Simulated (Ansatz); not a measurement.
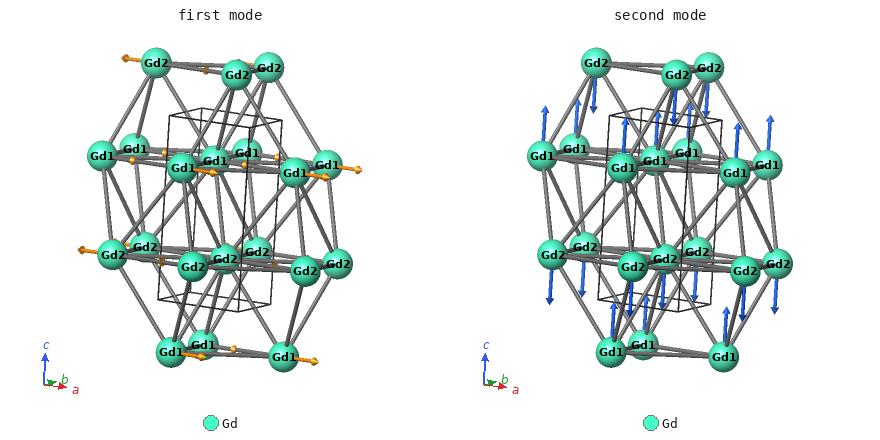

The system is Gd (P6_3/mmc, No. 194; 2 atoms in the cell); the picture shows the reference structure; its two panels give the patterns of the first and the second mode as arrows. 
- The energy is mapped over two normal modes frozen in (zone-centre modes of the 2-atom cell of this scan).
- The first coordinate is: amplitude of mode 4 (57 cm⁻¹), largest displacement; the second: amplitude of mode 6 (95 cm⁻¹), largest displacement.
- Nothing is relaxed (the cell and all other modes fixed).
- The grid has 7 × 7 points; 16 points were computed and 33 follow by symmetry.
- Points are written as (first, second).
- Energies: eV per cell, counted from the lowest grid point.
- Open f shells are treated without U or spin-orbit coupling.
- The calculation used DFT PBEsol, scalar-relativistic, plane waves, PAW (Ansatz 0.2.0). Settings: cutoff 420 eV, k-mesh 15×15×8 in the order of the run's cell vectors, gaussian smearing 0.15 eV, spin-polarised.

Its coordinates:

```
CELL_PARAMETERS angstrom
3.56631 0.00000 0.00000
-1.78316 3.08852 0.00000
0.00000 0.00000 5.69217
ATOMIC_POSITIONS crystal
Gd 0.33333 0.66667 0.75000
Gd 0.66667 0.33333 0.25000
```

The input of one point:

```yaml
crystal:
  lattice:
    - [3.5663148998, 0.0, 0.0]
    - [-1.7831574499, 3.0885193011, 0.0]
    - [0.0, 0.0, 5.6921663541]
  atoms:
    - { symbol: Gd, position: [0.3333333333, 0.6666666667, 0.75], spin: 8.08 }
    - { symbol: Gd, position: [0.6666666667, 0.3333333333, 0.25], spin: 8.08 }
basis:
  ecutwfc: 420
kpoints:
  mp_grid: { grid: [15, 15, 8] }
hamiltonian:
  xc: pbesol
scf:
  occupations: { method: gaussian, width: 0.15 }
output:
  forces: true
  stress: true
  eigenvalues: true
  populations: true
  write_density: true
  write_potential: true
  elf: true
  volumetric_format: npy
magnetization:
  spin_polarized: true
```

Range: amplitude of mode 4 (57 cm⁻¹), largest displacement from −0.399 to 0.399 Å; amplitude of mode 6 (95 cm⁻¹), largest displacement from −0.24 to 0.24 Å.

Q: Predict the map.

A: The lowest grid point is at (0.000 Å, 0.00 Å). No other kind of well shows on this grid. The highest grid point, (−0.399 Å, −0.24 Å), lies 0.555 eV above the lowest.

```
second ↓, first →  −0.399  −0.266  −0.133  0.000  0.133  0.266  0.399
             0.24   0.555   0.446   0.369  0.339  0.369  0.446  0.555
             0.16   0.366   0.253   0.170  0.140  0.170  0.253  0.366
             0.08   0.264   0.151   0.065  0.033  0.065  0.151  0.264
             0.00   0.232   0.120   0.032  0.000  0.032  0.120  0.232
            −0.08   0.264   0.151   0.065  0.033  0.065  0.151  0.264
            −0.16   0.366   0.253   0.170  0.140  0.170  0.253  0.366
            −0.24   0.555   0.446   0.369  0.339  0.369  0.446  0.555
```

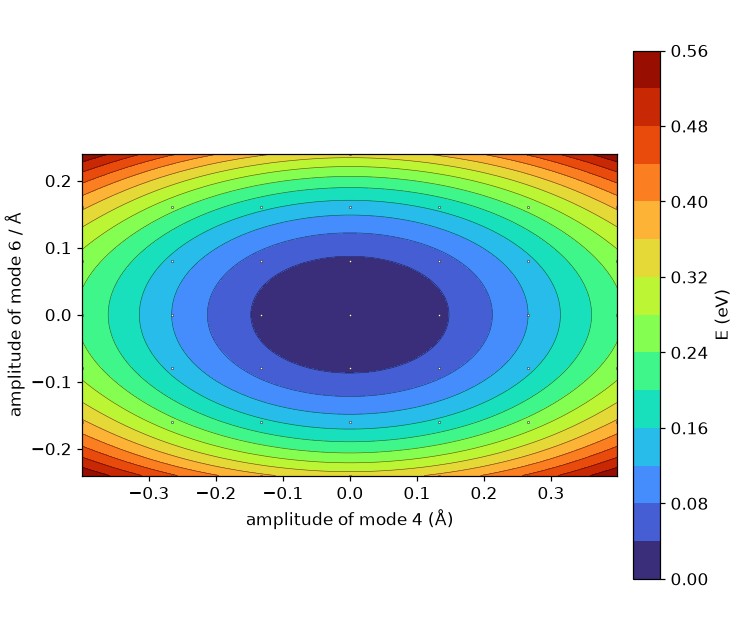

The picture shows filled contours, dots at the grid points. Between grid points the surface is interpolated.

Each point was launched as `ansatz run input.yaml --threads 4 --pin off --max-ram 10240MiB --backend cpu --events-out ev --progress --plain --runs-dir out`. The whole map (16 points run) took 18 min on 4 threads of AMD EPYC 7R43 64-Core Processor (Zen 3) (shared host).
